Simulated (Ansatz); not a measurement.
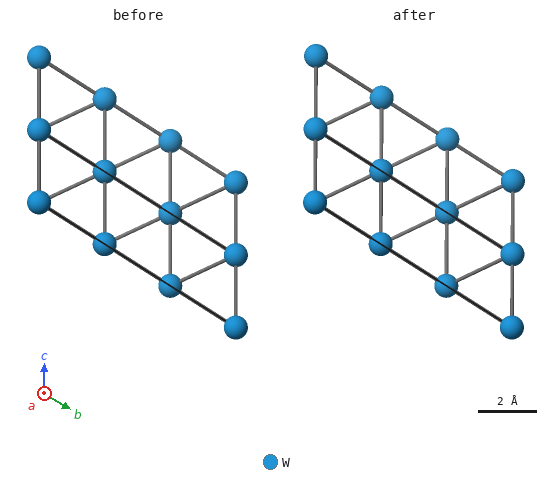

The structure of crystalline W (set up in Fmmm) before (left) and after (right) a relaxation, at one scale.

Style: ball-and-stick. Shown: the cell of the calculation, repeated 1 × 1 × 2 with one cell outlined, along the a axis.

Case: film's bulk on the substrate's plane, third vector and atoms relaxed.

Level of theory: Ansatz, DFT PBE, scalar-relativistic, plane waves, PAW. Set-up: plane-wave cutoff 420 eV; k-point mesh 6 × 5 × 16; occupations gaussian; smearing width 0.1 eV; no spin polarisation; cell relaxed at fixed a, b, gamma; force threshold 0.01 eV/Å; at most 50 steps.

**Summarise the run.**

The atoms keep their places relative to the cell (all moves are under 0.005 Å). The drawn cell changes as follows: a unchanged at 5.761 Å, b unchanged at 8.147 Å, c 2.707 → 2.732 Å (+0.9 %), α 120.1° → 119.8°, β 110.8° → 110.6°; the volume changes by +1.5 %. Among the contacts that change: W–W 2.707 → 2.732 Å, W–W 3.177 → 3.199 Å. The space group stays Fmmm (No. 69). After 3 accepted moves (5 points after the start) the energy has fallen by 32.8 meV per cell of the calculation. All forces vanish by symmetry, so only the cell relaxes. The pressure goes from −8.11 to −12.45 GPa. The line search rejected the trial step at point 1 of the run. At 1 point the geometry stayed and the basis and grid were re-selected for the new cell (energy shift of 0.6 meV per cell of the calculation at most each time).
